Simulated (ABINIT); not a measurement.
# SnO2 (Imma): G0W0 with ABINIT, start to end

How does a plane-wave GW calculation on SnO2 (Imma) run from the first input to the gap?

Main program and level: ABINIT 10.8.3; LDA and many-body steps on it, plane waves.

## Step 1: The structure

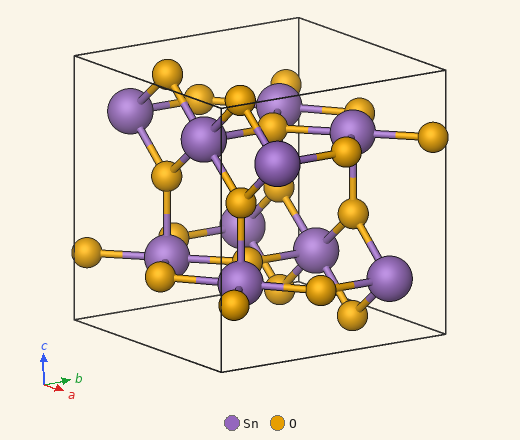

Start, viewed from a free direction; tin purple, oxygen orange. This picture shows the conventional cell, with its axes. Some periodic images of atoms are drawn too.

Structure file:

```cif
data_structure
_symmetry_space_group_name_H-M 'Imma'
_symmetry_Int_Tables_number 74
_cell_length_a 6.4978
_cell_length_b 6.8289
_cell_length_c 6.8280
_cell_angle_alpha 90.000
_cell_angle_beta 90.000
_cell_angle_gamma 90.000
_cell_volume 302.98
loop_
_atom_site_label
_atom_site_type_symbol
_atom_site_symmetry_multiplicity
_atom_site_Wyckoff_symbol
_atom_site_fract_x
_atom_site_fract_y
_atom_site_fract_z
_atom_site_occupancy
Sn1 Sn 4 e 0.00000 0.75000 0.24640 1
Sn2 Sn 4 c 0.25000 0.25000 0.25000 1
O1 O 8 i 0.25272 0.25000 0.94350 1
O2 O 8 h 0.50000 0.44351 0.25406 1
```

The cell and positions are those that the Materials Project relaxed with its own functionals (PBE, PBE+U or r2SCAN), kept fixed. This is not the form that SnO2 usually takes at ambient conditions.

## Step 2: Ground state

This step: ABINIT 10.8.3; DFT, LDA, plane waves, norm-conserving pseudopotentials.

The ground-state density comes first.

Input file run.abi:

```
acell 3*1.0 Angstrom
rprim 
  -3.248897000000 3.414470000000 3.414021000000
  3.248897000000 -3.414470000000 3.414021000000
  3.248897000000 3.414470000000 -3.414021000000
ntypat 2
znucl 50 8
natom 12
typat 1 1 1 1 2 2 2 2 2 2 2 2
xred 
  0.996401000000 0.246401000000 0.750000000000
  0.003599000000 0.753599000000 0.250000000000
  0.500000000000 0.500000000000 0.500000000000
  0.500000000000 0.000000000000 0.000000000000
  0.193504000000 0.196226000000 0.502722000000
  0.697565000000 0.754060000000 0.943505000000
  0.193504000000 0.690782000000 0.997278000000
  0.310555000000 0.754060000000 0.556495000000
  0.689445000000 0.245940000000 0.443505000000
  0.302435000000 0.245940000000 0.056495000000
  0.806496000000 0.309218000000 0.002722000000
  0.806496000000 0.803774000000 0.497278000000
pp_dirpath "pseudos"
pseudos "Sn.upf, O.upf"
ecut 42
ngkpt 4 4 4
nshiftk 1
shiftk 0 0 0
kptopt 1
chksymbreak 0
nband 78
occopt 1
tolvrs 1e-08
nstep 60
prtwf 0
optforces 0
optstress 0
indata_prefix "in"
outdata_prefix "out"
tmpdata_prefix "tmp"
```

Command:

```console
$ OMP_NUM_THREADS=1 mpirun -n 8 abinit run.abi > log
```

Numbers of over 12 decimals in the logs are rounded to 6 here.

Log:

```text
.Version 10.8.3 of ABINIT. v10.8.2 released Aug 2026.

 Symmetries : space group Im m a (# 74); Bravais oI (body-center ortho.)
================================================================================
 Values of the parameters that define the memory need of the present run
     intxc =       0    ionmov =       0      iscf =       7    lmnmax =       6
     lnmax =       6     mgfft =      72  mpssoang =       3    mqgrid =    3001
     natom =      12  nloc_mem =       1    nspden =       1   nspinor =       1
    nsppol =       1      nsym =       8    n1xccc =    2501    ntypat =       2
    occopt =       1   xclevel =       1
-    mband =          78        mffmem =           1         mkmem =           3
       mpw =       13346          nfft =      373248          nkpt =          18
================================================================================
  Rough estimation (10% accuracy) of disk space for files :
================================================================================

--------------------------------------------------------------------------------
------------- Echo of variables that govern the present computation ------------
--------------------------------------------------------------------------------
 -outvars: echo values of preprocessed input variables --------
            acell      1.8897261259E+00  1.8897261259E+00  1.8897261259E+00 Bohr

      chksymbreak           0
             ecut      4.20000000E+01 Hartree
-          fftalg         312

              ixc       -1012
              kpt      0.00000000E+00  0.00000000E+00  0.00000000E+00
                       2.50000000E-01  0.00000000E+00  0.00000000E+00
                       5.00000000E-01  0.00000000E+00  0.00000000E+00
                       0.00000000E+00  2.50000000E-01  0.00000000E+00
                       2.50000000E-01  2.50000000E-01  0.00000000E+00
                       5.00000000E-01  2.50000000E-01  0.00000000E+00
                      -2.50000000E-01  2.50000000E-01  0.00000000E+00
                       0.00000000E+00  5.00000000E-01  0.00000000E+00
                       2.50000000E-01  5.00000000E-01  0.00000000E+00
   [... 7 further rows ...]
                      -2.50000000E-01 -2.50000000E-01  2.50000000E-01
                       5.00000000E-01  5.00000000E-01  5.00000000E-01
         kptrlatt        4    0    0      0    4    0      0    0    4
          kptrlen      4.39909257E+01
P           mkmem           3
            natom          12
            nband          78
            ngfft          72      72      72
             nkpt          18
            nstep          60
             nsym           8
           ntypat           2
              occ      2.000000  2.000000  2.000000  2.000000  2.000000  2.000000
                       2.000000  2.000000  2.000000  2.000000  2.000000  2.000000
                       2.000000  2.000000  2.000000  2.000000  2.000000  2.000000
                       2.000000  2.000000  2.000000  2.000000  2.000000  2.000000
                       2.000000  2.000000  2.000000  2.000000  2.000000  2.000000
                       2.000000  2.000000  2.000000  2.000000  2.000000  2.000000
                       2.000000  2.000000  2.000000  2.000000  2.000000  2.000000
                       2.000000  2.000000  2.000000  2.000000  2.000000  2.000000
                       2.000000  2.000000  2.000000  2.000000  2.000000  2.000000
                       2.000000  2.000000  2.000000  2.000000  2.000000  2.000000
                       2.000000  2.000000  2.000000  2.000000  2.000000  2.000000
                       2.000000  2.000000  0.000000  0.000000  0.000000  0.000000
                       0.000000  0.000000  0.000000  0.000000  0.000000  0.000000
        optforces           0
        optstress           0
            prtwf           0
            rprim     -3.2488970000E+00  3.4144700000E+00  3.4140210000E+00
[...]
spgroup          74

           tolvrs      1.00000000E-08

             xred      9.9640100000E-01  2.4640100000E-01  7.5000000000E-01
[...]
znucl       50.00000    8.00000

================================================================================

 chkinp: Checking input parameters for consistency.

================================================================================
== DATASET  1 ==================================================================
-   mpi_nproc: 8, omp_nthreads: 1 (-1 if OMP is not activated)

--- !DatasetInfo
iteration_state: {dtset: 1, }
dimensions: {natom: 12, nkpt: 18, mband: 78, nsppol: 1, nspinor: 1, nspden: 1, mpw: 13346, }
cutoff_energies: {ecut:  42.0, pawecutdg:  -1.0, }
electrons: {nelect:   1.36000000E+02, charge:   0.00000000E+00, occopt:   1.00000000E+00, tsmear:   1.00000000E-02, }

 Real(R)+Recip(G) space primitive vectors, cartesian coordinates (Bohr,Bohr^-1):
 R(1)= -6.1395255  6.4524132  6.4515647  G(1)=  0.0000000  0.0774904  0.0775006
 R(2)=  6.1395255 -6.4524132  6.4515647  G(2)=  0.0814395  0.0000000  0.0775006
 R(3)=  6.1395255  6.4524132 -6.4515647  G(3)=  0.0814395  0.0774904  0.0000000
 Unit cell volume ucvol=  1.0223086E+03 bohr^3
 Angles (23,13,12)=  1.12129753E+02  1.08153076E+02  1.08163993E+02 degrees

 getcut: wavevector=  0.0000  0.0000  0.0000  ngfft=  72  72  72
[...]
_setup2: Arith. and geom. avg. npw (full set) are   13289.609   13289.593

================================================================================

--- !BeginCycle
iteration_state: {dtset: 1, }
solver: {iscf: 7, nstep: 60, nline: 4, wfoptalg: 0, }
tolerances: {tolvrs: 1.00E-08, }

     iter   Etot(hartree)      deltaE(h)  residm     vres2
 ETOT  1  -1015.8718959479    -1.016E+03 3.060E-01 3.935E+03
 ETOT  2  -1017.4233342313    -1.551E+00 3.346E-02 3.865E+03
 ETOT  3  -1018.2594037543    -8.361E-01 1.045E-02 9.075E+01
 ETOT  4  -1018.2733472419    -1.394E-02 4.718E-03 8.735E+00
 ETOT  5  -1018.2750792208    -1.732E-03 3.087E-03 8.126E-01
 ETOT  6  -1018.2751660501    -8.683E-05 2.000E-03 3.103E-01
 ETOT  7  -1018.2752094948    -4.344E-05 1.115E-03 3.909E-03
 ETOT  8  -1018.2752098830    -3.882E-07 1.816E-03 1.822E-05
 ETOT  9  -1018.2752098842    -1.145E-09 6.696E-04 2.804E-06
 ETOT 10  -1018.2752098845    -3.853E-10 9.155E-04 1.158E-07
 ETOT 11  -1018.2752098845     1.705E-12 2.558E-04 1.300E-08
 ETOT 12  -1018.2752098846    -2.103E-11 3.295E-04 7.697E-10

 At SCF step   12       vres2   =  7.70E-10 < tolvrs=  1.00E-08 =>converged.

--- !ResultsGS
iteration_state: {dtset: 1, }
comment   : Summary of ground state results
lattice_vectors:
- [ -6.1395255,   6.4524132,   6.4515647, ]
- [  6.1395255,  -6.4524132,   6.4515647, ]
- [  6.1395255,   6.4524132,  -6.4515647, ]
lattice_lengths: [  10.99773,   10.99773,   10.99773, ]
lattice_angles: [112.130, 108.153, 108.164, ] # degrees, (23, 13, 12)
lattice_volume:   1.0223086E+03
convergence: {deltae: -2.103E-11, res2:  7.697E-10, residm:  3.295E-04, diffor:  0.000E+00, }
etotal    :  -1.01827521E+03
entropy   :   0.00000000E+00
fermie    :   2.09226217E-01
cartesian_stress_tensor: null
pressure_GPa: null
xred      :
- [  9.9640E-01,   2.4640E-01,   7.5000E-01, Sn]
- [  3.5990E-03,   7.5360E-01,   2.5000E-01, Sn]
- [  5.0000E-01,   5.0000E-01,   5.0000E-01, Sn]
- [  5.0000E-01,   1.2425E-17,   2.3954E-17, Sn]
- [  1.9350E-01,   1.9623E-01,   5.0272E-01,  O]
- [  6.9756E-01,   7.5406E-01,   9.4350E-01,  O]
- [  1.9350E-01,   6.9078E-01,   9.9728E-01,  O]
- [  3.1055E-01,   7.5406E-01,   5.5649E-01,  O]
- [  6.8944E-01,   2.4594E-01,   4.4350E-01,  O]
- [  3.0244E-01,   2.4594E-01,   5.6495E-02,  O]
- [  8.0650E-01,   3.0922E-01,   2.7220E-03,  O]
- [  8.0650E-01,   8.0377E-01,   4.9728E-01,  O]
cartesian_forces: null
force_length_stats: {min: null, max: null, mean: null, }

 Integrated electronic density in atomic spheres:
 ------------------------------------------------
 Atom  Sphere_radius  Integrated_density
[...]
================================================================================

 ----iterations are completed or convergence reached----

 Mean square residual over all n,k,spin=   51.733E-08; max=  32.948E-05
 reduced coordinates (array xred) for   12 atoms
[...]
0.310555000000      0.754060000000      0.556495000000
       0.689445000000      0.245940000000      0.443505000000
       0.302435000000      0.245940000000      0.056495000000
       0.806496000000      0.309218000000      0.002722000000
       0.806496000000      0.803774000000      0.497278000000
 rms dE/dt=  0.0000E+00; max dE/dt=  0.0000E+00; dE/dt below (all hartree)
    1       0.000000000000      0.000000000000      0.000000000000
    2       0.000000000000      0.000000000000      0.000000000000
    3       0.000000000000      0.000000000000      0.000000000000
    4       0.000000000000      0.000000000000      0.000000000000
    5       0.000000000000      0.000000000000      0.000000000000
    6       0.000000000000      0.000000000000      0.000000000000
    7       0.000000000000      0.000000000000      0.000000000000
    8       0.000000000000      0.000000000000      0.000000000000
    9       0.000000000000      0.000000000000      0.000000000000
   10       0.000000000000      0.000000000000      0.000000000000
[...]
cartesian coordinates (angstrom) at end:
[...]
8      3.248897     0.385801     1.734732
    9     -0.000000     3.028669     1.679289
   10     -0.000000     0.385801     1.679289
   11     -1.606762     1.707235     3.799778
   12      1.606762     1.707235     3.799778
 length scales=  1.889726125908  1.889726125908  1.889726125908 bohr
              =  1.000000000000  1.000000000000  1.000000000000 angstroms
 prteigrs : about to open file out_EIG
 Fermi (or HOMO) energy (hartree) =   0.20923   Average Vxc (hartree)=  -0.43459
 Eigenvalues (hartree) for nkpt=  18  k points:
 kpt#   1, nband= 78, wtk=  0.01563, kpt=  0.0000  0.0000  0.0000 (reduced coord)
  -4.48088   -4.48088   -4.48088   -4.48088   -2.86204   -2.86203   -2.86203   -2.86202
  -2.86068   -2.86066   -2.86060   -2.86057   -2.86056   -2.86055   -2.86053   -2.86050
  -0.56054   -0.55278   -0.55277   -0.53848   -0.53846   -0.53785   -0.53039   -0.52972
  -0.52972   -0.52669   -0.52574   -0.52572   -0.52560   -0.52357   -0.52357   -0.52303
  -0.52232   -0.52230   -0.52228   -0.52228   -0.46807   -0.40244   -0.40243   -0.40108
  -0.40106   -0.35800   -0.35800   -0.34685   -0.08839   -0.08145   -0.08137    0.03020
   0.03023    0.06314    0.06317    0.06696    0.10044    0.11383    0.11383    0.11806
   0.11807    0.13434    0.13487    0.16097    0.16100    0.17499    0.17513    0.18046
   0.18089    0.18195    0.18234    0.20923    0.22674    0.35954    0.35964    0.40671
   0.42232    0.42234    0.51604    0.51605    0.56770    0.57064
 prteigrs : prtvol=0 or 1, do not print more k-points.

--- !EnergyTerms
iteration_state     : {dtset: 1, }
comment             : Components of total free energy in Hartree
kinetic             :  3.98829011401953E+02
hartree             :  3.23062749765053E+02
xc                  : -1.40435922261132E+02
Ewald energy        : -5.85546186658788E+02
psp_core            :  2.12857947803862E+01
local_psp           : -9.86026855153019E+02
non_local_psp       : -4.94438017590191E+01
total_energy        : -1.01827520988457E+03
total_energy_eV     : -2.77086800408763E+04
band_energy         : -1.27397136982629E+02

== END DATASET(S) ==============================================================
================================================================================

 -outvars: echo values of variables after computation  --------
           etotal     -1.0182752099E+03
            nband          78
             nkpt          18
          spgroup          74
 [... the other variables as echoed above ...]

 Calculation completed.
```

It took 2.4 min on 8 MPI ranks of AMD EPYC 9B45 (Zen 5), shared host; peak memory 1.5 GiB; 19 min of CPU time.

Numbers from this step:

```
total energy               : -27708.6800 eV
gap                        : 0.4765 eV
k of the valence top       : 0, 0, 0
k of the conduction bottom : 0, 0, 0
least direct gap           : 0.4765 eV
```

The gap is direct, at Γ.

(Continued in part 2 of 3.)

[Paths, hosts, dates, memory and timing lines, banners, echoed tables and standing remarks are left out of the program output.]

[Logs are printed without paths, hosts, clocks, repeated set-up lines and the standing remarks that a program may print on its own settings, such as how far it seeks lower states.]

[Runs of the session that timed out or met a known fault of the program may be left out.]

[Hosts, paths, dates, database ids (printed as entryN), source tags and the programs' standing remarks are cut or masked in the printed files.]

[G0W0 gaps are taken among the corrected bands and points alone; a level outside them can change the order at an edge.]

[Where Ansatz stands beside ABINIT at settings called matched, ABINIT's density can come from a denser mesh and the files from another edition; pairs whose starting gaps differed by over 0.03 eV were left out, so agreement reads better than it is.]
